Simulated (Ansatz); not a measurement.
# Run report: SnO₂, single-point calculation

The run: single-point calculation of SnO₂ (I4₁/amd, 6 atoms in the cell). Method and program: DFT LDA, scalar-relativistic, plane waves, PAW, no spin polarisation (Ansatz 0.2.0).

The structure was made by swapping elements on the sites of another compound; it need not be a known phase. It belongs to a series of runs on one base structure; here: Zr -> Sn on all its sites, cell and atoms relaxed. Figures and captions count atoms from 1; the log counts them from 0 in places.

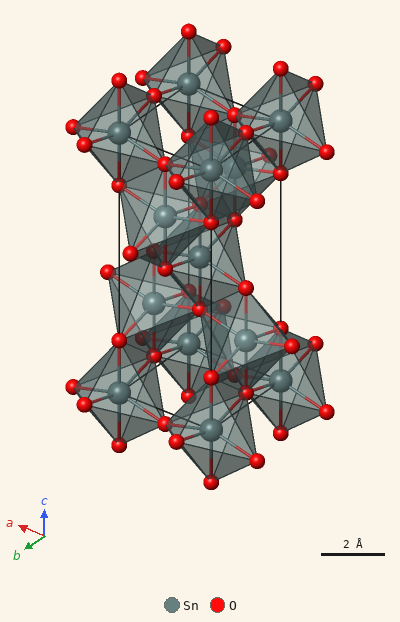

The input geometry (polyhedral view of the cell 2 times as large as that of the calculation, set on its symmetry axes, seen at an oblique angle; polyhedra are completed across the faces of the cell).

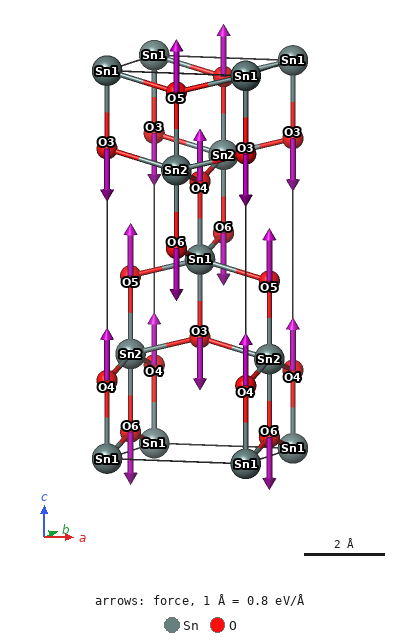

Forces on the atoms as pink arrows (ball-and-stick view of the cell 2 times as large as that of the calculation, set on its symmetry axes, seen slightly off an axis; atoms are numbered from 1 in the order of the input). The largest act on all 4 O atoms (1.07 eV/Å). The geometry is not a stationary point of this energy.

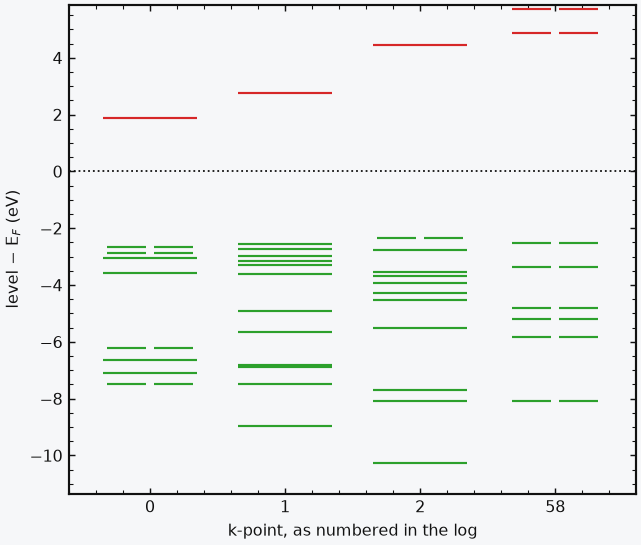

Kohn–Sham levels near the Fermi level (dotted) at the few k-points that the log prints; levels within 0.02 eV of each other stand side by side. Among these points the highest filled and lowest empty levels are 4.21 eV apart; the gap on the full mesh, 3.75 eV, has an edge at a point that isn't printed.

These pictures come from the run below.

### Input file
```yaml
crystal:
  lattice:
    - [-1.8342134854, 1.8342134854, 4.8871144983]
    - [1.8342134854, -1.8342134854, 4.8871144983]
    - [1.8342134854, 1.8342134854, -4.8871144983]
  atoms:
    - { symbol: Sn, position: [0.0, 0.0, 0.0] }
    - { symbol: Sn, position: [0.75, 0.25, 0.5] }
    - { symbol: O, position: [0.7986281243, 0.7986281243, 0.0] }
    - { symbol: O, position: [0.2013718757, 0.2013718757, 0.0] }
    - { symbol: O, position: [0.9513718757, 0.4513718757, 0.5] }
    - { symbol: O, position: [0.5486281243, 0.0486281243, 0.5] }
basis:
  ecutwfc: 420
kpoints:
  mp_grid: { grid: [8, 8, 8] }
hamiltonian:
  xc: lda
scf:
  occupations: { method: gaussian, width: 0.1 }
output:
  forces: true
  stress: true
  eigenvalues: true
```

Run as:
```bash
ansatz run input.yaml --threads 1 --pin off --max-ram 2560MiB --backend cpu --events-out ev --progress --plain --runs-dir out
```

### The program's output
```
basis.fft_grid_basis auto: the FFT boxes are laid along the combinations [[1, 0, 1], [0, 1, 1], [0, 0, 1]] of the cell's own vectors, 3.668, 3.668 and 5.533 Å long. The dense box has 25×25×40 points. Along the cell's own vectors, as sized, it would have 40×40×40, 2.56 times as many. Of the 16 symmetry operations that the crystal satisfies within crystal.symmetry.tolerance (time reversal apart; of a slab, those that keep its plane) the dense box along the cell's own vectors carries 16, and the one as laid loses 14 of those. basis.fft_grid_basis: typed keeps the cell's own vectors: state it where this run's energies or levels are differenced outside the engine with another run's, or held beside a run that keeps those vectors.
Engine: ansatz 0.2.0, x86_64-unknown-linux-gnu
Pseudopotentials: kind: paw
Pseudopotential: Sn, paw, valence charge 14, recommended cutoff 420 eV (normal), Sn.paw.azcp
Pseudopotential: O, paw, valence charge 6, recommended cutoff 420 eV (normal), O.paw.azcp
Functional definition: SPW92
  exchange = slater_x
  correlation = pw_c
Crystal: 6 atoms, lattice volume = 65.768 Å³
Basis set: ecut = 420 eV, 1293 PW (Γ), FFT grids on a1+a3, a2+a3, a3
Bands: 32, of which v1, the nominal top of the filled ones, is band 26 counted from 1 (25 counted from 0)
Symmetry: 16 space group operations
Space group: I41/amd (ITA 141), of the structure as read, at distance tolerance 4.0e-5 Å
k-points: 59 of 512
Non-local potential: Sn, projectors of the file, l = 0: 2, l = 1: 2, l = 2: 2, l = 3: 2
Non-local potential: O, projectors of the file, l = 0: 2, l = 1: 2, l = 2: 1
PAW form: soft (Blöchl's): semilocal exchange-correlation on the pseudo side does not see the compensation charge
PAW frozen core: Sn, regenerated for the run's functional, and the local potential with it (the file was generated under x = pbe(κ = 0.804, μ = 0.2195149727645171), c = pbe(β = 0.06672455060314922))
PAW frozen core: O, regenerated for the run's functional, and the local potential with it (the file was generated under x = pbe(κ = 0.804, μ = 0.2195149727645171), c = pbe(β = 0.06672455060314922))
PAW one-centre angular grid: Sn, 590 points (default); XC on 64 Gauss nodes
PAW one-centre angular grid: O, 110 points (default); XC on 64 Gauss nodes
Initial density: superposition of atomic densities (neutral atoms: chi_scale 0, normalization atom), corrected by the library's trained network
Initial wavefunctions: pseudopotential atomic-orbital guess
Functional: x = slater, c = lda
SCF iter   1: F=—  HF=-13977.557795 eV  |F-HF|=—  |Δ(HF+E_count)|=         —  Δρ=1.59e-2  dr2=1.22e-1  ethr=1.77e-3  ⟨swp⟩=6.3  Hψ=8482  notcnv=0  defer=3
preconditioner: auto → Resta (q_TF=auto, 2.624 Å⁻¹)  ε∞=3.5  [insulator: Δε(μ)=3.627 eV  Ē_g=20.781 eV  σ=0.100 eV  W_gap=1.00  n_scr=24 (ndim 8)  ℏωp=33.0 eV  f_vac=0.098  D(μ)=0.00/eV (n_scr^D=0)  ε∞_Penn≈3.5]
SCF iter   2: F=—  HF=-13977.520777 eV  |F-HF|=—  |Δ(HF+E_count)|=   3.70e-2  Δρ=4.74e-3  dr2=6.71e-3  ethr=2.34e-4  ⟨swp⟩=2.7  Hψ=3808  notcnv=0  defer=96
SCF iter   3: F=—  HF=-13977.518316 eV  |F-HF|=—  |Δ(HF+E_count)|=   2.46e-3  Δρ=1.71e-3  dr2=1.11e-3  ethr=1.29e-5  ⟨swp⟩=2.7  Hψ=3322  notcnv=0  defer=39
automatic band count: iteration 3 solves 31 bands in place of 32: the levels show a gap, and the empty bands left out lie too high to hold charge; the band table lists the bands solved (type scf.n_extra_bands for more)
SCF iter   4: F=—  HF=-13977.517990 eV  |F-HF|=—  |Δ(HF+E_count)|=   3.27e-4  Δρ=3.65e-4  dr2=5.33e-5  ethr=2.13e-6  ⟨swp⟩=2.2  Hψ=2499  notcnv=0  defer=39
SCF iter   5: F=—  HF=-13977.517987 eV  |F-HF|=—  |Δ(HF+E_count)|=   2.20e-6  Δρ=7.68e-5  dr2=3.40e-6  ethr=1.02e-7  ⟨swp⟩=2.0  Hψ=2979  notcnv=0  defer=39
SCF iter   6: F=—  HF=-13977.517988 eV  |F-HF|=—  |Δ(HF+E_count)|=   8.05e-7  Δρ=1.39e-5  dr2=1.05e-7  ethr=6.54e-9  ⟨swp⟩=2.5  Hψ=3324  notcnv=0  defer=39
SCF iter   7: F=-13977.517988 eV  HF=-13977.517988 eV  |F-HF|=1.02e-10  |Δ(HF+E_count)|=   1.85e-8  Δρ=1.68e-6  dr2=1.36e-9  ethr=1.92e-10  ⟨swp⟩=8.5  Hψ=7864  notcnv=0
SCF 1 converged in 7 iterations: F = -13977.517988 eV  dr2 = 1.36e-9
  greatest PAW one-centre occupation: 0.999 electrons in one spin orbital (limit 2), on the Sn atom at site 1 (counted from 0), in its partial waves of l = 2
SCF converged after 7 iterations
Free energy (F): -13977.517988 eV
Harris-Foulkes:  -13977.517988 eV  (|F-HF|=1.02e-10)
Internal energy: -13977.517988 eV  (E = F + TS)
E sigma→0 (E₀):  -13977.517988 eV
Fermi energy:    11.880062 eV
--- Per-component energies (eV) ---
  E_band       = -72.345473
  E_kinetic    = 1113.390537
  E_local      = -3171.264661  (includes V_loc(G=0)·N_el)
  E_nonlocal   = 156.922633
  E_hartree    = 1654.201034
  E_xc         = -1049.812783
  E_vxc        = -574.341221  (∫ρ·V_xc dr)
  E_paw        = -8611.224552  (= ΣΔE_a)
  E_vpaw       = -905.465567  (= ΣTr[D̂ρ^β])
  E_aug_tail   = 0.010353  (compensation charges beyond the density's cutoff)
  E_ewald      = -4070.978031
  E_core_change = 1.237482  (= ΣΔE_core)
  E_smearing   = -0.000000  (= −TS)
  E_closure    = -0.000000  (closes the sum)
  Σ components = -13977.517988   (vs F -13977.517988, Δ=0.00e0)
--- Forces (eV/Å), atoms counted from 1 ---
  atom   1  Sn     0.00000000    -0.00000000     0.00000000
  atom   2  Sn     0.00000000     0.00000000     0.00000000
  atom   3  O      0.00000000     0.00000000    -1.06839610
  atom   4  O      0.00000000     0.00000000     1.06839610
  atom   5  O     -0.00000000     0.00000000     1.06839610
  atom   6  O      0.00000000    -0.00000000    -1.06839610
  max |Σ_I F_I| component: 1.30e-18 eV/Å
--- Stress (GPa, compression-positive) ---
       61.400994       0.000000       0.000000
        0.000000      61.400994      -0.000000
        0.000000       0.000000      57.783942
  P = ⅓ Tr σ = 60.1953 GPa (601.953 kbar)
--- Band table (eV; the first three rows and the last of 59) ---
  k-point 0: bands = ["-10.9846", "-10.8221", "-10.6443", "-10.1057", "-9.2481", "-9.1905", "-9.1905", "-8.8674", "-8.8674", "-8.8320", "-8.7510", "-5.2754", "-4.4885", "-3.6967", "4.3846", "4.3846", "4.7743", "5.2368", "5.6745", "5.6745", "8.2946", "8.8359", "9.0234", "9.0234", "9.2011", "9.2011", "13.7534", "18.0578", "19.9502", "19.9998", "20.7210"]
  k-point 1: bands = ["-10.8685", "-10.7651", "-10.5313", "-10.0851", "-9.2055", "-9.1713", "-9.1684", "-8.8908", "-8.8444", "-8.7993", "-8.7253", "-5.4619", "-4.5364", "-4.1698", "2.9166", "4.4109", "4.9842", "5.0706", "6.2303", "6.9770", "8.2769", "8.5780", "8.7227", "8.9096", "9.1347", "9.3259", "14.6315", "18.1543", "20.0291", "20.4842", "20.6746"]
  k-point 2: bands = ["-10.6253", "-10.5371", "-10.2073", "-10.1069", "-9.2547", "-9.1047", "-9.0075", "-8.9506", "-8.8712", "-8.8276", "-8.2888", "-5.9747", "-5.2126", "-4.7544", "1.6012", "3.8010", "4.1715", "6.3586", "7.3438", "7.5837", "7.9359", "8.2010", "8.3310", "9.1299", "9.5243", "9.5392", "16.3380", "18.5722", "20.1648", "20.1825", "21.2533"]
  k-point 58: bands = ["-11.1580", "-11.1580", "-9.9916", "-9.9916", "-9.2745", "-9.2745", "-8.7916", "-8.7916", "-8.7695", "-8.7695", "-8.1591", "-8.1591", "-3.2555", "-3.2555", "3.7887", "3.7887", "6.0349", "6.0349", "6.6716", "6.6716", "7.0745", "7.0745", "8.5032", "8.5032", "9.3765", "9.3765", "16.7426", "16.7426", "17.6014", "17.6014", "23.6470"]
```

### Key numbers

| quantity | value |
| --- | --- |
| outcome | converged |
| space group (tolerance 0.01 Å) | I4₁/amd (141) |
| electrons treated | 52 |
| free energy | −13977.5180 eV |
| Fermi energy | 11.880 eV |
| gap on the k-point mesh | 3.75 eV |
| pressure | 60.20 GPa |
| largest force (length of the vector) | 1.068 eV/Å |
| hardware | 1 thread of Oxide Virtual Turin-like (Zen 5), 32 GiB of memory available, shared host |
| wall time | 7.6 s |
| peak memory | 0.41 GiB |

### Notes

The cell is under a pressure of 60 GPa at this level, so it is not at its equilibrium volume.
